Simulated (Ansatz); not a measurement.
BaTiO3 (space group P4mm, No. 99). Coordinates: the geometry relaxed with DFT, PAW plane waves, pbe in Ansatz 0.2.0.

```xyz
5
Lattice="3.9854 0.0000 0.0000 0.0000 3.9854 0.0000 0.0000 0.0000 4.2017" Properties=species:S:1:pos:R:3 pbc="T T T"
Ba    0.0000    0.0000    4.1443
Ti    1.9927    1.9927    1.9710
O     1.9927    1.9927    0.1590
O     1.9927    0.0000    2.1738
O     0.0000    1.9927    2.1738
```

Bonds are taken as O–Ti below 2.7 Å; Ba is left out of the net, as the electropositive filling of the structure. Simplification: prune 0- and 1-connected atoms, fold 2-connected ones into links.

Derive the underlying net.

The result is a uninodal 6-connected, three-periodic net: Ti is a 6-connected node. O becomes part of the edges. It is the pcu net, known from NaCl, ReO3 and the B-X framework of perovskite. It is a single net, without interpenetration.

```json
{"node": "Ti", "links": "6", "point symbol": "4^12.6^3", "coordination sequence": "6 18 38 66"}
```

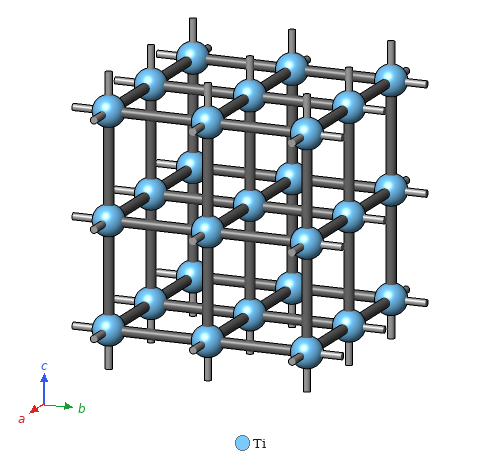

Nodes are coloured by element. Edges to nodes outside the piece are drawn as stubs.
